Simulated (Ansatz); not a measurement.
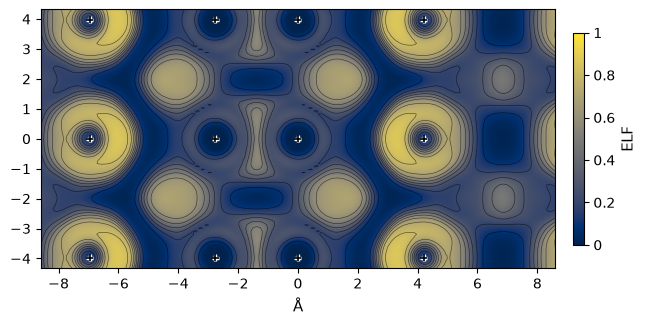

The electron localisation function on a plane through atoms (crosses mark nuclei in the plane).

Computed with Kohn-Sham DFT of a periodic cell, PBEsol with D4, Ansatz PAW (Ansatz 0.2.0).

Candidates:
A. Zn, a = 3.03 Å, b = 3.03 Å, c = 3.03 Å, α = 90.00°, β = 90.00°, γ = 90.00°. Space group Im-3m; a structure from a database of computed crystals, not necessarily the ambient phase.
B. InSe, a = 3.97 Å, b = 3.97 Å, c = 16.49 Å, α = 90.00°, β = 90.00°, γ = 120.00°. Space group P6₃/mmc.

Q: Which candidate gave the map?

A: Candidate B: InSe on the (11̄0) plane of the conventional cell, which holds In and Se. In–In (2.76 Å): the ELF reaches about 0.55 near the midpoint.
